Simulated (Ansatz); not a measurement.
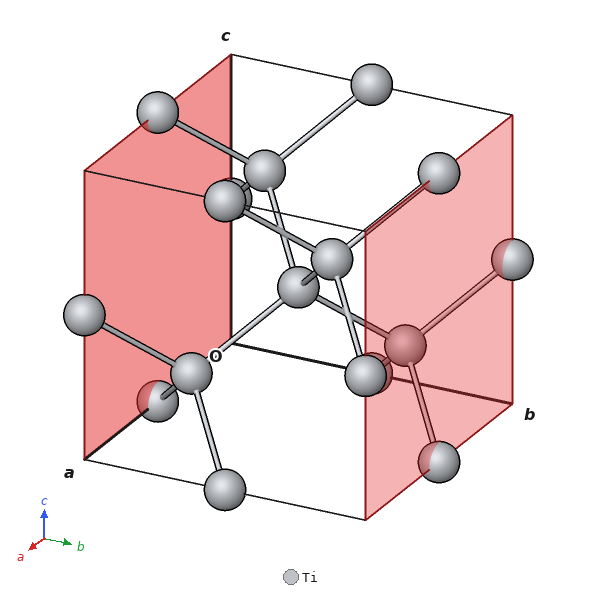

Crystal: Ti, coordinates from a relaxation with Ansatz, DFT r2SCAN, scalar-relativistic, plane waves, PAW; the starting structure was generated, so it need not be a known form of this composition. Every member of one family of equally spaced planes, hx + ky + lz = a whole number, that cuts the unit cell is shaded (one member passes through the origin O). Geometry calculated from the standardised cell; symmetry tolerance 0.002 Å.

a = 5.551 Å, b = 5.551 Å, c = 5.551 Å, α = 90.00°, β = 90.00°, γ = 90.00°.

### What are the Miller indices?

(0 1 0); the opposite sign names the same planes. The member next to the origin meets the axes a never, b at 1, c never.

### What is the spacing?

d = 5.551 Å.

### Which atoms of the cell lie in these planes (within 0.03 Å)?

2 of the 8 Ti.

### The space group is No. 227, Fd-3m, origin choice 1. How many reflections hkl are equivalent to this one (itself included), and does it occur?

6 reflections are equivalent in the Laue class m-3m. The reflection is systematically absent, by the centring.
